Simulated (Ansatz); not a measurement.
# MgO: what the fields show

Input

```
crystal:
  lattice:
    - [2.6333178552, 0.0, 0.0]
    - [0.0, 2.6333178552, 0.0]
    - [0.0, 0.0, 2.6233491285]
  atoms:
    - { symbol: Mg, position: [0.0, 0.0, 0.0] }
    - { symbol: O, position: [0.5, 0.5, 0.5] }
kpoints:
  mp_grid: { grid: [6, 6, 6] }
  band_path:
    path: [[0.0, 0.0, 0.0], [0.0, 0.5, 0.0], [0.5, 0.5, 0.0], [0.5, 0.5, 0.5]]
    npoints: 1
hamiltonian:
  xc: hse06
scf:
  occupations: { method: fixed }
  n_extra_bands: 4
output:
  forces: true
  stress: true
  eigenvalues: true
  write_density: true
  write_potential: true
  elf: true
  volumetric_format: npy
```

Command:

```sh
ansatz run input.yaml --threads 4 --pin off --max-ram 3686MiB --backend cpu --events-out ev --progress --plain --runs-dir out
```

Below, planes, directions and counts refer to the conventional cell (a = 2.63 Å, b = 2.63 Å, c = 2.62 Å, α = 90.00°, β = 90.00°, γ = 90.00°).

Space group Pm-3m; started from the CsCl prototype, which need not be the ambient phase; changed on purpose from its base cell (biaxial xy strain +0.4%).

All numbers below come from DFT, HSE06, plane waves, PAW in Ansatz 0.2.0.

In a PAW calculation such maps are meaningful between the atoms, not at the nuclei.

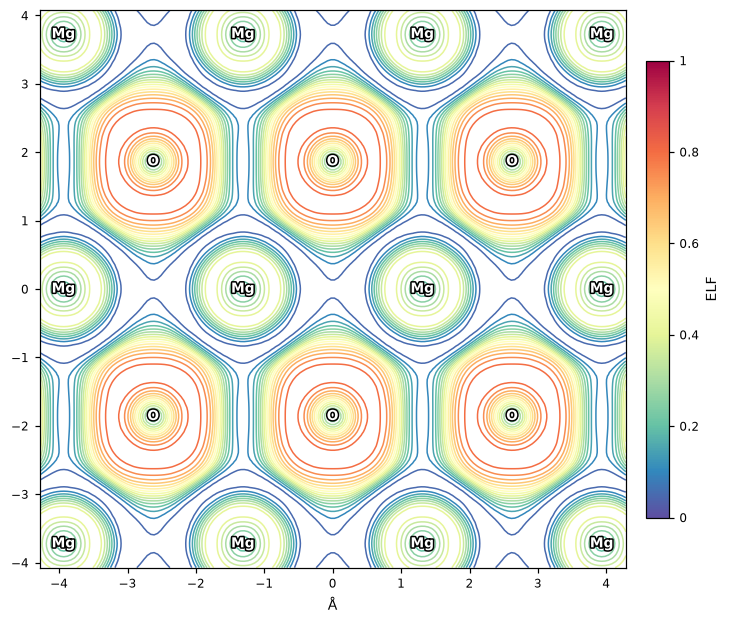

Figure 1. Electron localisation function on the (110) plane of the conventional cell.

> Describe what can be read from this map.

The section cuts through Mg and O sites.
Mg–O (2.28 Å): the ELF peaks at about 0.85 in the valence shell of O, 0.7 Å from its nucleus, and is about 0.35 at the midpoint; an ionic contact with no shared pair.

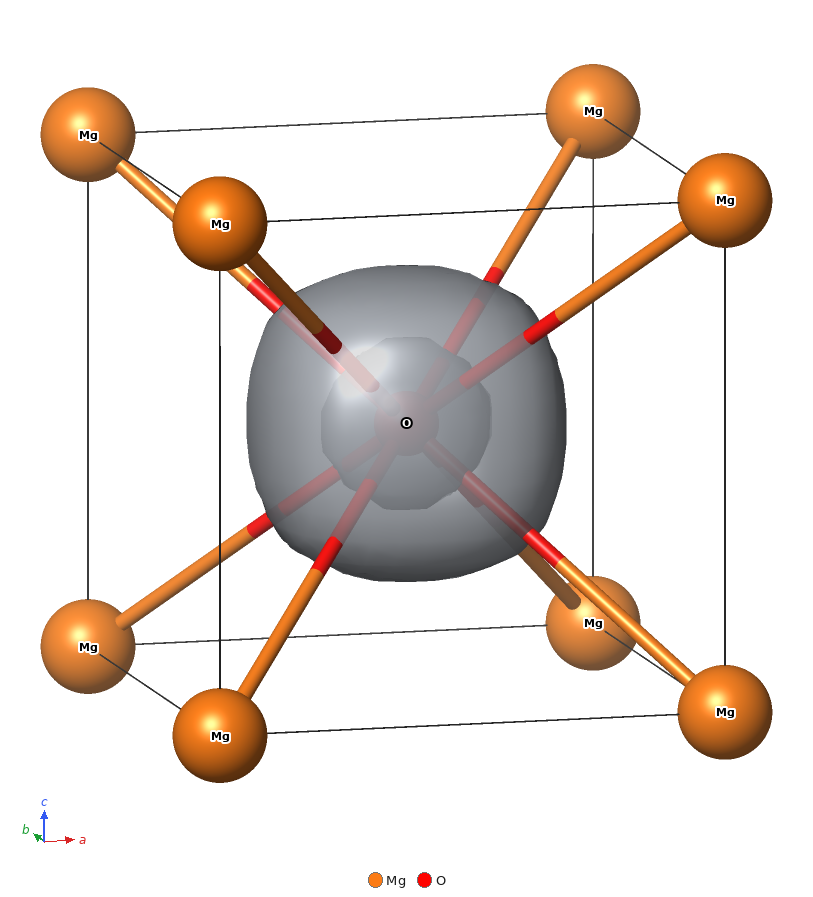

Figure 2. Isosurface of the ELF at 0.75 (grey), seen slightly off an axis. Only the valence region is drawn (cores and ρ < 0.01 e/Å³ removed). Sticks mark near contacts.

> Identify the bonds, lone pairs and shells in this picture.

The surface consists of one region wrapped around O (its valence shell), counted in one cell of 2 atoms. Regions shared between cells count once.

> Does the calculation make it a metal, or give it a gap?

It is gapped, with a Kohn–Sham gap of 4.1 eV on the k-point mesh (the band edges may lie off the mesh, which would make the gap smaller).
